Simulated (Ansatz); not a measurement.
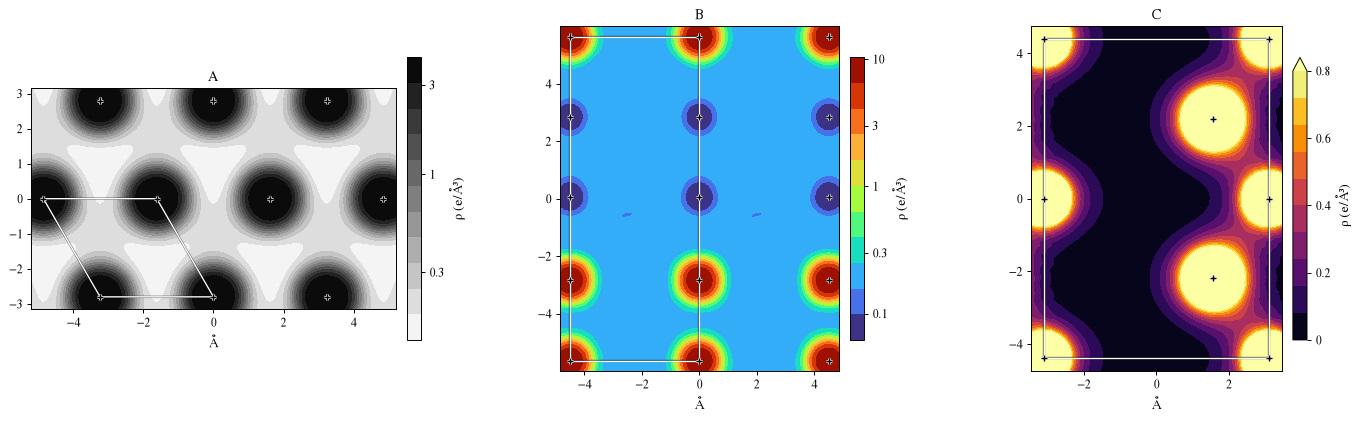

The valence electron density of 3 systems, each on a plane through atoms (crosses mark nuclei in the plane).

Computed with Ansatz 0.2.0, DFT PBE, scalar-relativistic, plane waves, PAW.

System 1: GaSb, the (011) plane of the conventional cell. Space group F-43m.

```
CELL_PARAMETERS angstrom
6.21384 0.00000 0.00000
0.00000 0.00000 -6.21384
0.00000 6.21384 0.00000
ATOMIC_POSITIONS crystal
Ga 0.50000 0.50000 0.00000
Ga 0.00000 0.50000 0.50000
Ga 0.00000 0.00000 0.00000
Ga 0.50000 0.00000 0.50000
Sb 0.75000 0.75000 0.25000
Sb 0.25000 0.75000 0.75000
Sb 0.25000 0.25000 0.25000
Sb 0.75000 0.25000 0.75000
```

System 2: TiAl (interface cell), the (100) plane of the calculation cell. Computed without spin polarisation.

```
CELL_PARAMETERS angstrom
4.50611 0.00000 0.00000
-2.25306 3.90241 0.00000
0.00000 0.00000 11.28992
ATOMIC_POSITIONS crystal
Ti 0.33333 0.66667 0.08249
Ti 0.00000 0.00000 0.25035
Ti 0.66667 0.33333 0.41789
Al 0.00000 0.00000 0.99382
Al 0.66667 0.33333 0.17085
Al 0.33333 0.66667 0.33926
Al 0.33333 0.66667 0.57741
Al 0.00000 0.00000 0.74582
Al 0.66667 0.33333 0.92285
Ti 0.00000 0.00000 0.49878
Ti 0.66667 0.33333 0.66631
Ti 0.33333 0.66667 0.83418
```

System 3: Zr, the (001) plane of the conventional cell. Space group P6₃/mmc.

```
CELL_PARAMETERS angstrom
3.23363 0.00000 0.00000
-1.61681 2.80040 0.00000
0.00000 0.00000 5.16749
ATOMIC_POSITIONS crystal
Zr 0.33333 0.66667 0.25000
Zr 0.66667 0.33333 0.75000
```

Question: Match each panel to its system.

Answer: Panel A is system 3, Zr: the plane holds Zr. Zr–Zr (3.23 Å): the density is about 0.17 e/Å³ at the midpoint. Panel B is system 2, TiAl: the plane holds Ti and Al. Panel C is system 1, GaSb: the plane holds Ga and Sb. Ga–Sb (2.69 Å): the density is about 0.4 e/Å³ at the midpoint.
